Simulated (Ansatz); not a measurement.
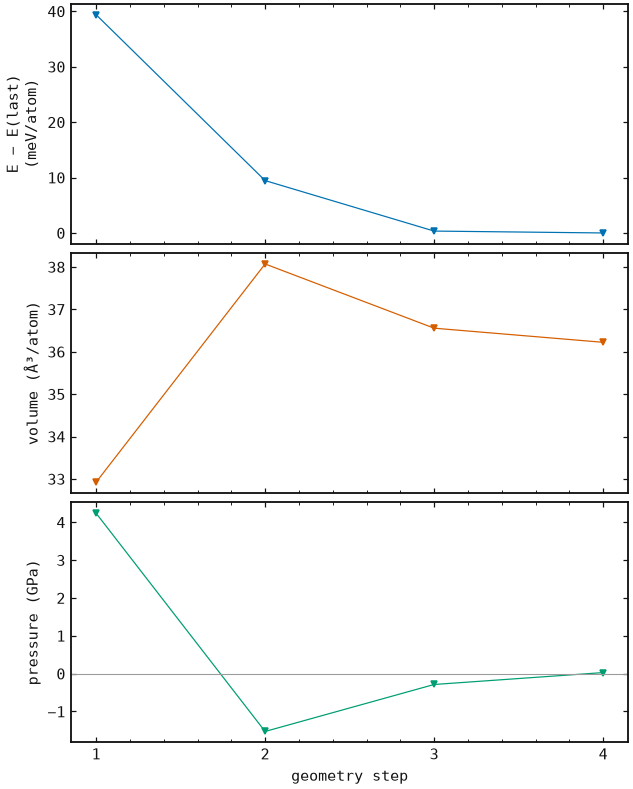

History of a geometry optimisation. Atoms and cell relax. A closing SCF on a freshly chosen basis isn't drawn.

```
crystal:
  lattice:
    - [0.0, 3.205, 3.205]
    - [3.205, 0.0, 3.205]
    - [3.205, 3.205, 0.0]
  atoms:
    - { symbol: Cd, position: [0.0, 0.0, 0.0] }
    - { symbol: Te, position: [0.75, 0.75, 0.75] }
kpoints:
  mp_grid: { grid: [8, 8, 8] }
hamiltonian:
  xc: pbe
scf:
  occupations: { method: gaussian, width: 0.02 }
output:
  forces: true
  eigenvalues: true
  stress: true
relax:
  adjacent_minimum: "off"
  f_tol: 0.005
  max_steps: 80
  cell: { stress_tol: 0.05 }
```

Run as:
```bash
ansatz run input.yaml --threads 1 --pin off --max-ram 1228MiB --backend cpu --events-out ev --progress --plain --runs-dir out
```

**How did it end, and what did it gain?**

The optimisation met its thresholds at geometry 4, counting the start as the first. The energy fell by about 39 meV/atom from the first step to the last. All forces vanish by symmetry, so only the cell moves.

**Was the starting cell too large or too small?**

The volume grows from 32.9 to 36.2 Å³ per atom (+10 %), overshooting to 38.1 at step 2, as the pressure goes from 4.2 GPa to about 0 GPa. The start was compressed.
